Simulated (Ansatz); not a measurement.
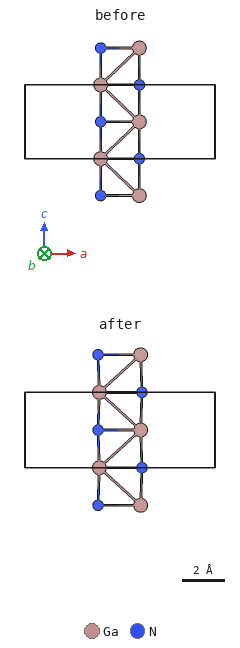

The structure of a wire of composition GaN before (top) and after (bottom) a relaxation, at one scale.

Style: ball-and-stick. Shown: the cell of the calculation, with the vacuum cut short, along the b axis.

Case: ladder chain of atoms.

The calculation used DFT PBE, scalar-relativistic, plane waves, PAW (Ansatz). Set-up: plane-wave cutoff 420 eV; k-point mesh 1 × 1 × 18; occupations gaussian; smearing width 0.05 eV; collinear spin; cell relaxed at fixed a, b, alpha, beta, gamma; force threshold 0.01 eV/Å; at most 45 steps.

> What changed between the two?

The largest moves relative to the layer's centre, 0.12 Å, are those of N atoms. By element the largest moves are N 0.12 Å, Ga 0.06 Å. Along the periodic axis the drawn cell goes c 3.545 → 3.617 Å (+2.0 %). Some distances before and after: Ga–N 1.861 → 2.047 Å, Ga–Ga 2.570 → 2.684 Å, Ga–N 1.773 → 1.809 Å. Bond angles that change, for instance: Ga–N–Ga 180.0° → 176.0°, N–Ga–N 180.0° → 176.0°, Ga–Ga–Ga 87.2° → 84.7°. Over 6 accepted moves (7 points after the start) the energy falls by 0.515 eV per cell of the calculation. The largest force component goes from 2.8 to 0.0001 eV/Å. At 1 point the geometry stayed and the basis and grid were re-selected for the new cell (energy shift of 2.5 meV per cell of the calculation at most each time). The program noted that the starting moments weren't kept.
